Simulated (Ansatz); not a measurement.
**Single-point calculation of Si216 (part 1 of 2)**

- system: Si216 (Fd-3m, 216 atoms in the cell)
- method: DFT, r2SCAN, PAW, plane waves (Ansatz 0.2.0)

The structure was built on a prototype by a generator.

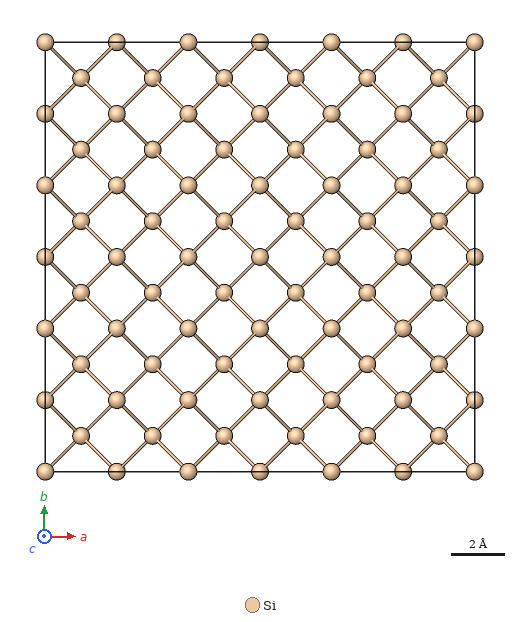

*The input geometry (ball-and-stick view of the cell of the calculation, along the c axis).*

Near neighbours in the crystal (not all of them lie inside the picture): Si has 4 Si at 2.35 Å.

## Input file
```yaml
crystal:
  lattice:
    - [16.302092, 0.000000, 0.000000]
    - [0.000000, 16.302092, 0.000000]
    - [0.000000, 0.000000, 16.302092]
  atoms:
    - { symbol: Si, position: [0.000000, 0.000000, 0.000000] }
    - { symbol: Si, position: [0.000000, 0.000000, 0.333333] }
    - { symbol: Si, position: [0.000000, 0.000000, 0.666667] }
    - { symbol: Si, position: [0.000000, 0.333333, 0.000000] }
    - { symbol: Si, position: [0.000000, 0.333333, 0.333333] }
    - { symbol: Si, position: [0.000000, 0.333333, 0.666667] }
    - { symbol: Si, position: [0.000000, 0.666667, 0.000000] }
    - { symbol: Si, position: [0.000000, 0.666667, 0.333333] }
    - { symbol: Si, position: [0.000000, 0.666667, 0.666667] }
    - { symbol: Si, position: [0.333333, 0.000000, 0.000000] }
    - { symbol: Si, position: [0.333333, 0.000000, 0.333333] }
    - { symbol: Si, position: [0.333333, 0.000000, 0.666667] }
    - { symbol: Si, position: [0.333333, 0.333333, 0.000000] }
    - { symbol: Si, position: [0.333333, 0.333333, 0.333333] }
    - { symbol: Si, position: [0.333333, 0.333333, 0.666667] }
    - { symbol: Si, position: [0.333333, 0.666667, 0.000000] }
    - { symbol: Si, position: [0.333333, 0.666667, 0.333333] }
    - { symbol: Si, position: [0.333333, 0.666667, 0.666667] }
    - { symbol: Si, position: [0.666667, 0.000000, 0.000000] }
    - { symbol: Si, position: [0.666667, 0.000000, 0.333333] }
    - { symbol: Si, position: [0.666667, 0.000000, 0.666667] }
    - { symbol: Si, position: [0.666667, 0.333333, 0.000000] }
    - { symbol: Si, position: [0.666667, 0.333333, 0.333333] }
    - { symbol: Si, position: [0.666667, 0.333333, 0.666667] }
    - { symbol: Si, position: [0.666667, 0.666667, 0.000000] }
    - { symbol: Si, position: [0.666667, 0.666667, 0.333333] }
    - { symbol: Si, position: [0.666667, 0.666667, 0.666667] }
    - { symbol: Si, position: [0.083333, 0.083333, 0.083333] }
    - { symbol: Si, position: [0.083333, 0.083333, 0.416667] }
    - { symbol: Si, position: [0.083333, 0.083333, 0.750000] }
    - { symbol: Si, position: [0.083333, 0.416667, 0.083333] }
    - { symbol: Si, position: [0.083333, 0.416667, 0.416667] }
    - { symbol: Si, position: [0.083333, 0.416667, 0.750000] }
    - { symbol: Si, position: [0.083333, 0.750000, 0.083333] }
    - { symbol: Si, position: [0.083333, 0.750000, 0.416667] }
    - { symbol: Si, position: [0.083333, 0.750000, 0.750000] }
    - { symbol: Si, position: [0.416667, 0.083333, 0.083333] }
    - { symbol: Si, position: [0.416667, 0.083333, 0.416667] }
    - { symbol: Si, position: [0.416667, 0.083333, 0.750000] }
    - { symbol: Si, position: [0.416667, 0.416667, 0.083333] }
    - { symbol: Si, position: [0.416667, 0.416667, 0.416667] }
    - { symbol: Si, position: [0.416667, 0.416667, 0.750000] }
    - { symbol: Si, position: [0.416667, 0.750000, 0.083333] }
    - { symbol: Si, position: [0.416667, 0.750000, 0.416667] }
    - { symbol: Si, position: [0.416667, 0.750000, 0.750000] }
    - { symbol: Si, position: [0.750000, 0.083333, 0.083333] }
    - { symbol: Si, position: [0.750000, 0.083333, 0.416667] }
    - { symbol: Si, position: [0.750000, 0.083333, 0.750000] }
    - { symbol: Si, position: [0.750000, 0.416667, 0.083333] }
    - { symbol: Si, position: [0.750000, 0.416667, 0.416667] }
    - { symbol: Si, position: [0.750000, 0.416667, 0.750000] }
    - { symbol: Si, position: [0.750000, 0.750000, 0.083333] }
    - { symbol: Si, position: [0.750000, 0.750000, 0.416667] }
    - { symbol: Si, position: [0.750000, 0.750000, 0.750000] }
    - { symbol: Si, position: [0.166667, 0.166667, 0.000000] }
    - { symbol: Si, position: [0.166667, 0.166667, 0.333333] }
    - { symbol: Si, position: [0.166667, 0.166667, 0.666667] }
    - { symbol: Si, position: [0.166667, 0.500000, 0.000000] }
    - { symbol: Si, position: [0.166667, 0.500000, 0.333333] }
    - { symbol: Si, position: [0.166667, 0.500000, 0.666667] }
    - { symbol: Si, position: [0.166667, 0.833333, 0.000000] }
    - { symbol: Si, position: [0.166667, 0.833333, 0.333333] }
    - { symbol: Si, position: [0.166667, 0.833333, 0.666667] }
    - { symbol: Si, position: [0.500000, 0.166667, 0.000000] }
    - { symbol: Si, position: [0.500000, 0.166667, 0.333333] }
    - { symbol: Si, position: [0.500000, 0.166667, 0.666667] }
    - { symbol: Si, position: [0.500000, 0.500000, 0.000000] }
    - { symbol: Si, position: [0.500000, 0.500000, 0.333333] }
    - { symbol: Si, position: [0.500000, 0.500000, 0.666667] }
    - { symbol: Si, position: [0.500000, 0.833333, 0.000000] }
    - { symbol: Si, position: [0.500000, 0.833333, 0.333333] }
    - { symbol: Si, position: [0.500000, 0.833333, 0.666667] }
    - { symbol: Si, position: [0.833333, 0.166667, 0.000000] }
    - { symbol: Si, position: [0.833333, 0.166667, 0.333333] }
    - { symbol: Si, position: [0.833333, 0.166667, 0.666667] }
    - { symbol: Si, position: [0.833333, 0.500000, 0.000000] }
    - { symbol: Si, position: [0.833333, 0.500000, 0.333333] }
    - { symbol: Si, position: [0.833333, 0.500000, 0.666667] }
    - { symbol: Si, position: [0.833333, 0.833333, 0.000000] }
    - { symbol: Si, position: [0.833333, 0.833333, 0.333333] }
    - { symbol: Si, position: [0.833333, 0.833333, 0.666667] }
    - { symbol: Si, position: [0.250000, 0.250000, 0.083333] }
    - { symbol: Si, position: [0.250000, 0.250000, 0.416667] }
    - { symbol: Si, position: [0.250000, 0.250000, 0.750000] }
    - { symbol: Si, position: [0.250000, 0.583333, 0.083333] }
    - { symbol: Si, position: [0.250000, 0.583333, 0.416667] }
    - { symbol: Si, position: [0.250000, 0.583333, 0.750000] }
    - { symbol: Si, position: [0.250000, 0.916667, 0.083333] }
    - { symbol: Si, position: [0.250000, 0.916667, 0.416667] }
    - { symbol: Si, position: [0.250000, 0.916667, 0.750000] }
    - { symbol: Si, position: [0.583333, 0.250000, 0.083333] }
    - { symbol: Si, position: [0.583333, 0.250000, 0.416667] }
    - { symbol: Si, position: [0.583333, 0.250000, 0.750000] }
    - { symbol: Si, position: [0.583333, 0.583333, 0.083333] }
    - { symbol: Si, position: [0.583333, 0.583333, 0.416667] }
    - { symbol: Si, position: [0.583333, 0.583333, 0.750000] }
    - { symbol: Si, position: [0.583333, 0.916667, 0.083333] }
    - { symbol: Si, position: [0.583333, 0.916667, 0.416667] }
    - { symbol: Si, position: [0.583333, 0.916667, 0.750000] }
    - { symbol: Si, position: [0.916667, 0.250000, 0.083333] }
    - { symbol: Si, position: [0.916667, 0.250000, 0.416667] }
    - { symbol: Si, position: [0.916667, 0.250000, 0.750000] }
    - { symbol: Si, position: [0.916667, 0.583333, 0.083333] }
    - { symbol: Si, position: [0.916667, 0.583333, 0.416667] }
    - { symbol: Si, position: [0.916667, 0.583333, 0.750000] }
    - { symbol: Si, position: [0.916667, 0.916667, 0.083333] }
    - { symbol: Si, position: [0.916667, 0.916667, 0.416667] }
    - { symbol: Si, position: [0.916667, 0.916667, 0.750000] }
    - { symbol: Si, position: [0.166667, 0.000000, 0.166667] }
    - { symbol: Si, position: [0.166667, 0.000000, 0.500000] }
    - { symbol: Si, position: [0.166667, 0.000000, 0.833333] }
    - { symbol: Si, position: [0.166667, 0.333333, 0.166667] }
    - { symbol: Si, position: [0.166667, 0.333333, 0.500000] }
    - { symbol: Si, position: [0.166667, 0.333333, 0.833333] }
    - { symbol: Si, position: [0.166667, 0.666667, 0.166667] }
    - { symbol: Si, position: [0.166667, 0.666667, 0.500000] }
    - { symbol: Si, position: [0.166667, 0.666667, 0.833333] }
    - { symbol: Si, position: [0.500000, 0.000000, 0.166667] }
    - { symbol: Si, position: [0.500000, 0.000000, 0.500000] }
    - { symbol: Si, position: [0.500000, 0.000000, 0.833333] }
    - { symbol: Si, position: [0.500000, 0.333333, 0.166667] }
    - { symbol: Si, position: [0.500000, 0.333333, 0.500000] }
    - { symbol: Si, position: [0.500000, 0.333333, 0.833333] }
    - { symbol: Si, position: [0.500000, 0.666667, 0.166667] }
    - { symbol: Si, position: [0.500000, 0.666667, 0.500000] }
    - { symbol: Si, position: [0.500000, 0.666667, 0.833333] }
    - { symbol: Si, position: [0.833333, 0.000000, 0.166667] }
    - { symbol: Si, position: [0.833333, 0.000000, 0.500000] }
    - { symbol: Si, position: [0.833333, 0.000000, 0.833333] }
    - { symbol: Si, position: [0.833333, 0.333333, 0.166667] }
    - { symbol: Si, position: [0.833333, 0.333333, 0.500000] }
    - { symbol: Si, position: [0.833333, 0.333333, 0.833333] }
    - { symbol: Si, position: [0.833333, 0.666667, 0.166667] }
    - { symbol: Si, position: [0.833333, 0.666667, 0.500000] }
    - { symbol: Si, position: [0.833333, 0.666667, 0.833333] }
    - { symbol: Si, position: [0.250000, 0.083333, 0.250000] }
    - { symbol: Si, position: [0.250000, 0.083333, 0.583333] }
    - { symbol: Si, position: [0.250000, 0.083333, 0.916667] }
    - { symbol: Si, position: [0.250000, 0.416667, 0.250000] }
    - { symbol: Si, position: [0.250000, 0.416667, 0.583333] }
    - { symbol: Si, position: [0.250000, 0.416667, 0.916667] }
    - { symbol: Si, position: [0.250000, 0.750000, 0.250000] }
    - { symbol: Si, position: [0.250000, 0.750000, 0.583333] }
    - { symbol: Si, position: [0.250000, 0.750000, 0.916667] }
    - { symbol: Si, position: [0.583333, 0.083333, 0.250000] }
    - { symbol: Si, position: [0.583333, 0.083333, 0.583333] }
    - { symbol: Si, position: [0.583333, 0.083333, 0.916667] }
    - { symbol: Si, position: [0.583333, 0.416667, 0.250000] }
    - { symbol: Si, position: [0.583333, 0.416667, 0.583333] }
    - { symbol: Si, position: [0.583333, 0.416667, 0.916667] }
    - { symbol: Si, position: [0.583333, 0.750000, 0.250000] }
    - { symbol: Si, position: [0.583333, 0.750000, 0.583333] }
    - { symbol: Si, position: [0.583333, 0.750000, 0.916667] }
    - { symbol: Si, position: [0.916667, 0.083333, 0.250000] }
    - { symbol: Si, position: [0.916667, 0.083333, 0.583333] }
    - { symbol: Si, position: [0.916667, 0.083333, 0.916667] }
    - { symbol: Si, position: [0.916667, 0.416667, 0.250000] }
    - { symbol: Si, position: [0.916667, 0.416667, 0.583333] }
    - { symbol: Si, position: [0.916667, 0.416667, 0.916667] }
    - { symbol: Si, position: [0.916667, 0.750000, 0.250000] }
    - { symbol: Si, position: [0.916667, 0.750000, 0.583333] }
    - { symbol: Si, position: [0.916667, 0.750000, 0.916667] }
    - { symbol: Si, position: [0.000000, 0.166667, 0.166667] }
    - { symbol: Si, position: [0.000000, 0.166667, 0.500000] }
    - { symbol: Si, position: [0.000000, 0.166667, 0.833333] }
    - { symbol: Si, position: [0.000000, 0.500000, 0.166667] }
    - { symbol: Si, position: [0.000000, 0.500000, 0.500000] }
    - { symbol: Si, position: [0.000000, 0.500000, 0.833333] }
    - { symbol: Si, position: [0.000000, 0.833333, 0.166667] }
    - { symbol: Si, position: [0.000000, 0.833333, 0.500000] }
    - { symbol: Si, position: [0.000000, 0.833333, 0.833333] }
    - { symbol: Si, position: [0.333333, 0.166667, 0.166667] }
    - { symbol: Si, position: [0.333333, 0.166667, 0.500000] }
    - { symbol: Si, position: [0.333333, 0.166667, 0.833333] }
    - { symbol: Si, position: [0.333333, 0.500000, 0.166667] }
    - { symbol: Si, position: [0.333333, 0.500000, 0.500000] }
    - { symbol: Si, position: [0.333333, 0.500000, 0.833333] }
    - { symbol: Si, position: [0.333333, 0.833333, 0.166667] }
    - { symbol: Si, position: [0.333333, 0.833333, 0.500000] }
    - { symbol: Si, position: [0.333333, 0.833333, 0.833333] }
    - { symbol: Si, position: [0.666667, 0.166667, 0.166667] }
    - { symbol: Si, position: [0.666667, 0.166667, 0.500000] }
    - { symbol: Si, position: [0.666667, 0.166667, 0.833333] }
    - { symbol: Si, position: [0.666667, 0.500000, 0.166667] }
    - { symbol: Si, position: [0.666667, 0.500000, 0.500000] }
    - { symbol: Si, position: [0.666667, 0.500000, 0.833333] }
    - { symbol: Si, position: [0.666667, 0.833333, 0.166667] }
    - { symbol: Si, position: [0.666667, 0.833333, 0.500000] }
    - { symbol: Si, position: [0.666667, 0.833333, 0.833333] }
    - { symbol: Si, position: [0.083333, 0.250000, 0.250000] }
    - { symbol: Si, position: [0.083333, 0.250000, 0.583333] }
    - { symbol: Si, position: [0.083333, 0.250000, 0.916667] }
    - { symbol: Si, position: [0.083333, 0.583333, 0.250000] }
    - { symbol: Si, position: [0.083333, 0.583333, 0.583333] }
    - { symbol: Si, position: [0.083333, 0.583333, 0.916667] }
    - { symbol: Si, position: [0.083333, 0.916667, 0.250000] }
    - { symbol: Si, position: [0.083333, 0.916667, 0.583333] }
    - { symbol: Si, position: [0.083333, 0.916667, 0.916667] }
    - { symbol: Si, position: [0.416667, 0.250000, 0.250000] }
    - { symbol: Si, position: [0.416667, 0.250000, 0.583333] }
    - { symbol: Si, position: [0.416667, 0.250000, 0.916667] }
    - { symbol: Si, position: [0.416667, 0.583333, 0.250000] }
    - { symbol: Si, position: [0.416667, 0.583333, 0.583333] }
    - { symbol: Si, position: [0.416667, 0.583333, 0.916667] }
    - { symbol: Si, position: [0.416667, 0.916667, 0.250000] }
    - { symbol: Si, position: [0.416667, 0.916667, 0.583333] }
    - { symbol: Si, position: [0.416667, 0.916667, 0.916667] }
    - { symbol: Si, position: [0.750000, 0.250000, 0.250000] }
    - { symbol: Si, position: [0.750000, 0.250000, 0.583333] }
    - { symbol: Si, position: [0.750000, 0.250000, 0.916667] }
    - { symbol: Si, position: [0.750000, 0.583333, 0.250000] }
    - { symbol: Si, position: [0.750000, 0.583333, 0.583333] }
    - { symbol: Si, position: [0.750000, 0.583333, 0.916667] }
    - { symbol: Si, position: [0.750000, 0.916667, 0.250000] }
    - { symbol: Si, position: [0.750000, 0.916667, 0.583333] }
    - { symbol: Si, position: [0.750000, 0.916667, 0.916667] }
kpoints:
  mp_grid: { grid: [1, 1, 1] }
hamiltonian:
  xc: r2scan
scf:
  occupations: { method: fermi_dirac, width: 0.01 }
output:
  forces: true
  eigenvalues: true
  populations: true
  eigenstates: { kpoints: [[0, 0, 0]], e_range: [-6.0, 6.0], localisation: true }
```

Machine: 8 CPU threads, shared host.

## Output
```
Pseudopotentials: kind: paw
Functional definition: r2SCAN
  parameter k0 = 0.174
  parameter k1 = 0.065
  parameter a1 = 4.9479
  exchange = r2scan_x(k0 = k0, k1 = k1, a1 = a1)
  correlation = r2scan_c
Crystal: 216 atoms, lattice volume = 4332.415 Å³
Basis set: ecut = 500 eV, 110003 PW (Γ), exchange–correlation on 480×480×480 points (64 copies of the dense FFT grid, shifted against one another)
Bands: 648, of which v1, the nominal top of the filled ones, is band 432 counted from 1 (431 counted from 0)
Symmetry: 5184 space group operations
Space group: Fd-3m (ITA 227), of the structure as read, at distance tolerance 1.6e-4 Å
k-points: 1
Non-local potential: Si, projectors of the file, l = 0: 2, l = 1: 2, l = 2: 2
PAW form: soft (Blöchl's): semilocal exchange-correlation on the pseudo side does not see the compensation charge
PAW frozen core: Si, regenerated for the run's functional (the file was generated under x = pbe(κ = 0.804, μ = 0.2195149727645171), c = pbe(β = 0.06672455060314922))
PAW one-centre angular grid: Si, 302 points (default); XC on 160 Gauss nodes
Initial density: superposition of atomic densities (neutral atoms: chi_scale 0, normalization atom), corrected by the library's trained network
Initial wavefunctions: pseudopotential atomic-orbital guess
Functional: x = r2scan, c = r2scan; τ floored in thin density (d = 2e-4 eV/Å³)
SCF iter   1: F=—  HF=-138033.672713 eV  |F-HF|=—  |Δ(HF+E_count)|=         —  Δρ=3.32e-3  dr2=3.21e-1  dr2_τ=1.37e0  ethr=1.77e-3  ⟨swp⟩=6.0  Hψ=2980  notcnv=0  defer=110
preconditioner: auto → Resta (q_TF=auto, 2.085 Å⁻¹)  ε∞=4.9  [insulator: Δε(μ)=0.876 eV  Ē_g=8.417 eV  σ=0.010 eV  W_gap=1.00  n_scr=690 (ndim 8)  ℏωp=16.6 eV  f_vac=0.000  D(μ)=0.00/eV (n_scr^D=0)  ε∞_Penn≈4.9]
SCF iter   2: F=—  HF=-138035.427274 eV  |F-HF|=—  |Δ(HF+E_count)|=    1.75e0  Δρ=2.28e-3  dr2=1.53e-1  dr2_τ=6.76e-4  ethr=3.72e-5  ⟨swp⟩=2.0  Hψ=1190  notcnv=0  defer=204
SCF iter   3: F=—  HF=-138035.407372 eV  |F-HF|=—  |Δ(HF+E_count)|=   1.99e-2  Δρ=4.94e-4  dr2=7.18e-3  dr2_τ=2.22e-4  ethr=1.77e-5  ⟨swp⟩=3.0  Hψ=888  notcnv=0  defer=204
SCF iter   4: F=—  HF=-138035.409821 eV  |F-HF|=—  |Δ(HF+E_count)|=   2.45e-3  Δρ=7.24e-5  dr2=1.13e-4  dr2_τ=1.59e-6  ethr=8.31e-7  ⟨swp⟩=2.0  Hψ=876  notcnv=0  defer=204
SCF iter   5: F=—  HF=-138035.408671 eV  |F-HF|=—  |Δ(HF+E_count)|=   1.15e-3  Δρ=1.14e-5  dr2=3.08e-6  dr2_τ=3.99e-8  ethr=1.31e-8  ⟨swp⟩=2.0  Hψ=845  notcnv=0  defer=204
SCF iter   6: F=-138035.408674 eV  HF=-138035.408674 eV  |F-HF|=6.67e-8  |Δ(HF+E_count)|=   2.45e-6  Δρ=1.98e-6  dr2=8.96e-8  dr2_τ=1.11e-9  ethr=1.16e-11  ⟨swp⟩=16.0  Hψ=4846  notcnv=0
SCF 1 converged in 6 iterations: F = -138035.408674 eV  dr2 = 8.96e-8
  greatest PAW one-centre occupation: 0.642 electrons in one spin orbital (limit 2), on the Si atom at site 215 (counted from 0), in its partial waves of l = 0
NSCF: frozen V_eff on 1 k-points
SCF converged after 6 iterations
Free energy (F): -138035.408674 eV
Harris-Foulkes:  -138035.408674 eV  (|F-HF|=6.67e-8)
Internal energy: -138035.408674 eV  (E = F + TS)
E sigma→0 (E₀):  -138035.408674 eV
Fermi energy:    6.590588 eV
--- Per-component energies (eV) ---
  E_band       = 739.213805
  E_kinetic    = 8760.239372
  E_local      = -5784.104758  (includes V_loc(G=0)·N_el)
  E_nonlocal   = 5406.332124
  E_hartree    = 1619.045590
  E_xc         = -11136.024413
  E_vxc        = -10758.879737  (∫ρ·V_xc dr)
  E_paw        = -112218.080161  (= ΣΔE_a)
  E_vpaw       = -542.927457  (= ΣTr[D̂ρ^β])
  E_aug_tail   = 0.000905  (compensation charges beyond the density's cutoff)
  E_vtau       = 420.462973  (kinetic-family band-sum trace: ∫τ·v_τ [+ j·A + Jᵃ·Aᵃ] dr)
  E_ewald      = -24666.307809
  E_core_change = -16.509524  (= ΣΔE_core)
  E_smearing   = -0.000000  (= −TS)
  E_closure    = 0.000000  (closes the sum)
  Σ components = -138035.408674   (vs F -138035.408674, Δ=0.00e0)
--- Forces (eV/Å), atoms counted from 1 ---
  atom   1  Si     0.00000000     0.00000000     0.00000000
  atom   2  Si     0.00000000    -0.00000000     0.00000000
  atom   3  Si     0.00000000    -0.00000000     0.00000000
  atom   4  Si    -0.00000000    -0.00000000     0.00000000
  atom   5  Si     0.00000000    -0.00000000     0.00000000
  atom   6  Si    -0.00000000    -0.00000000     0.00000000
  atom   7  Si     0.00000000     0.00000000     0.00000000
  atom   8  Si    -0.00000000     0.00000000    -0.00000000
  atom   9  Si     0.00000000     0.00000000     0.00000000
  atom  10  Si     0.00000000    -0.00000000    -0.00000000
  atom  11  Si     0.00000000    -0.00000000     0.00000000
  atom  12  Si     0.00000000    -0.00000000     0.00000000
  atom  13  Si    -0.00000000    -0.00000000    -0.00000000
  atom  14  Si    -0.00000000    -0.00000000    -0.00000000
  atom  15  Si     0.00000000     0.00000000    -0.00000000
  atom  16  Si    -0.00000000     0.00000000    -0.00000000
  atom  17  Si     0.00000000    -0.00000000    -0.00000000
  atom  18  Si     0.00000000     0.00000000    -0.00000000
  atom  19  Si    -0.00000000     0.00000000     0.00000000
  atom  20  Si    -0.00000000     0.00000000     0.00000000
  atom  21  Si    -0.00000000    -0.00000000     0.00000000
  atom  22  Si    -0.00000000     0.00000000     0.00000000
  atom  23  Si    -0.00000000     0.00000000     0.00000000
  atom  24  Si    -0.00000000    -0.00000000     0.00000000
  atom  25  Si     0.00000000    -0.00000000     0.00000000
  atom  26  Si     0.00000000    -0.00000000     0.00000000
  atom  27  Si     0.00000000    -0.00000000     0.00000000
  atom  28  Si     0.00000000    -0.00000000    -0.00000000
  atom  29  Si     0.00000000    -0.00000000    -0.00000000
  atom  30  Si     0.00000000    -0.00000000    -0.00000000
  atom  31  Si     0.00000000    -0.00000000    -0.00000000
  atom  32  Si     0.00000000    -0.00000000    -0.00000000
  atom  33  Si     0.00000000    -0.00000000    -0.00000000
  atom  34  Si     0.00000000    -0.00000000    -0.00000000
  atom  35  Si     0.00000000     0.00000000     0.00000000
  atom  36  Si     0.00000000    -0.00000000    -0.00000000
  atom  37  Si    -0.00000000    -0.00000000    -0.00000000
  atom  38  Si    -0.00000000    -0.00000000    -0.00000000
  atom  39  Si    -0.00000000    -0.00000000    -0.00000000
  atom  40  Si    -0.00000000    -0.00000000    -0.00000000
  atom  41  Si    -0.00000000    -0.00000000    -0.00000000
  atom  42  Si    -0.00000000    -0.00000000    -0.00000000
  atom  43  Si    -0.00000000    -0.00000000    -0.00000000
  atom  44  Si    -0.00000000     0.00000000    -0.00000000
  atom  45  Si    -0.00000000     0.00000000    -0.00000000
  atom  46  Si    -0.00000000    -0.00000000     0.00000000
```
